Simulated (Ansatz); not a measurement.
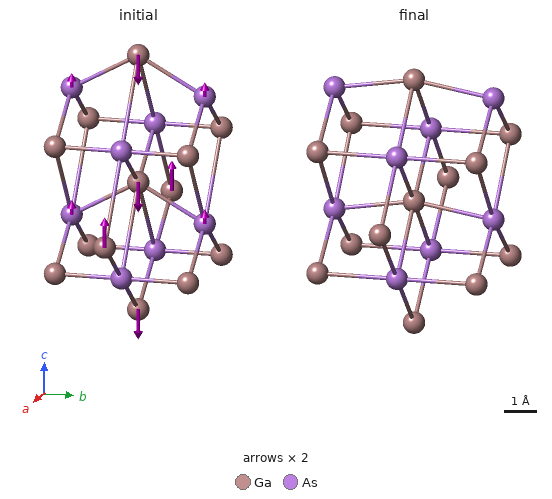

The structure of solid GaAs (a generated structure, set up in Pmma) (coarse preliminary run) before (left) and after (right) a relaxation, at one scale. The purple arrows give the displacements (the part carried along by the change of the cell is left out), 2 times their true length.

The picture is a ball-and-stick view of the atoms within 4.2 Å of the atom that moves most (axes of the cell of the calculation), seen slightly off an axis.

Level of theory: DFT PBE, scalar-relativistic, plane waves, PAW in Ansatz.

Input file:
```yaml
crystal:
  lattice:
    - [7.69529521, 0.0, 0.0]
    - [0.0, 4.38160055, 0.0]
    - [0.0, 0.0, 4.14878177]
  atoms:
    - { symbol: Ga, position: [0.75, 0.0, 0.35540738] }
    - { symbol: Ga, position: [0.0, 0.5, 0.0] }
    - { symbol: Ga, position: [0.25, 0.0, 0.64459262] }
    - { symbol: Ga, position: [0.5, 0.5, 0.0] }
    - { symbol: As, position: [0.75, 0.5, 0.64459262] }
    - { symbol: As, position: [0.0, 0.0, 0.0] }
    - { symbol: As, position: [0.25, 0.5, 0.35540738] }
    - { symbol: As, position: [0.5, 0.0, 0.0] }
basis:
  ecutwfc: 420
kpoints:
  mp_grid: { grid: [2, 4, 4] }
hamiltonian:
  xc: pbe
scf:
  occupations: { method: gaussian, width: 0.1 }
  lower_state_search: "off"
output:
  forces: true
  stress: true
  eigenvalues: true
relax:
  adjacent_minimum: "off"
  f_tol: 0.04
  max_steps: 70
  cell: { stress_tol: 0.4 }
```

Launched with:
```bash
ansatz run input.yaml --threads 1 --pin off --max-ram 2560MiB --backend cpu --events-out ev --progress --plain --runs-dir out
```

Describe what moved and what it gained.

Answer. The largest moves relative to the cell, 0.49 Å, are those of Ga1 and Ga3. Ga3 goes along −c. Largest moves by element: Ga 0.49 Å, As 0.23 Å. Cell: a 7.695 → 7.812 Å (+1.5 %), b 4.382 → 5.231 Å (+19.4 %), c 4.149 → 3.962 Å (−4.5 %). Volume +15.7 %. Near-neighbour distances that change, for instance: Ga1–As6 3.294 → 2.840 Å, Ga2–As6 2.191 → 2.616 Å, As6–As7 3.267 → 3.654 Å, Ga1–As6 (another image) 2.424 → 2.725 Å. Bond angles that change, for instance: As7–Ga3–As7 122.6° → 161.8°, Ga3–As7–Ga3 122.6° → 161.8°, As6–Ga3–As8 105.1° → 91.6°. The space group stays Pmma (No. 51). Over 8 accepted moves (10 points after the start) the energy falls by 3.851 eV per cell of the calculation. The largest force component goes from 1.7 to 0.0099 eV/Å. The pressure goes from 25.30 to 0.02 GPa. The SCF was repeated twice at an unchanged geometry on a basis and grid sized afresh for the cell, which shifted the energy by 57.5 meV per cell of the calculation at most.

Limits of the set-up: the k-point mesh is coarse for a cell with partly filled bands.
